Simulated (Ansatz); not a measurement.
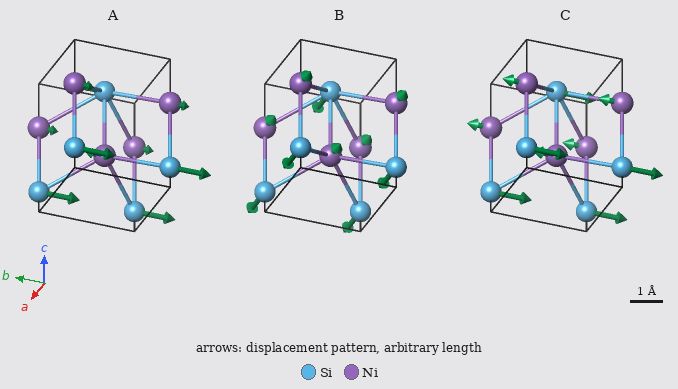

Modes of a crystal of SiNi at 0.98 times its rest volume, space group Pmmn (No. 59), at the zone centre. Displacements are drawn as green arrows; their common scale and sign are arbitrary. The picture is a ball-and-stick view of the cell of the calculation, seen from a free direction.

Theory: Ansatz, DFT PBE, scalar-relativistic, plane waves, PAW.

The frequencies depend somewhat on the k-mesh and the smearing.

Question: Which are infrared-active and which Raman-active?

Answer: A is B₃g, Raman-active by symmetry (324 cm⁻¹). B is B₃u, infrared-active by symmetry (249 cm⁻¹). C is B₂u, infrared-active by symmetry (269 cm⁻¹). The crystal has a centre of inversion, so no mode is both. In a metal the free carriers screen the infrared response.

Limits of the set-up: an element that often carries a moment was run without spin polarisation.
